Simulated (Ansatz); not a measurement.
Structure data:

```
CELL_PARAMETERS angstrom
3.27025 0.00000 0.00000
-1.63513 2.91709 0.00000
0.00000 0.00000 16.66122
ATOMIC_POSITIONS crystal
W 0.00000 0.00000 0.50000
Se 0.33333 0.66667 0.60040
Se 0.33333 0.66667 0.39960
```

Question: Summarise the structure in words.

Answer: Its composition is WSe₂. Counting shared atoms by their share gives 1 W, 2 Se, or 3 atoms. W is coordinated by six Se in a trigonal prismatic arrangement at 2.53 to 2.57 Å. The Se atoms are each bonded to three W in a trigonal pyramidal arrangement at 2.53 to 2.57 Å. Not all metal-metal contacts are counted. The bonds build WSe2 layers parallel to (001).

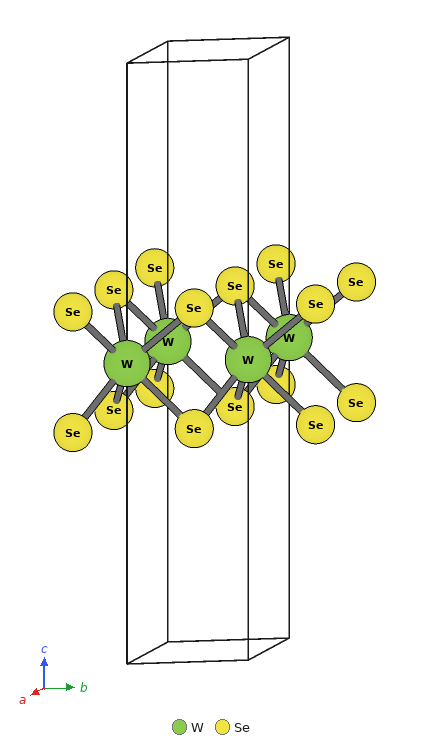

This ball-and-stick model is shown slightly off an axis. One simulation cell is framed, with atoms on its boundary repeated. The bonded neighbours beyond the faces are included.

Origin of the cell: a structure listed in the Materials Project. The cell was then strained or its atoms displaced on purpose. It went into a calculation with Ansatz.
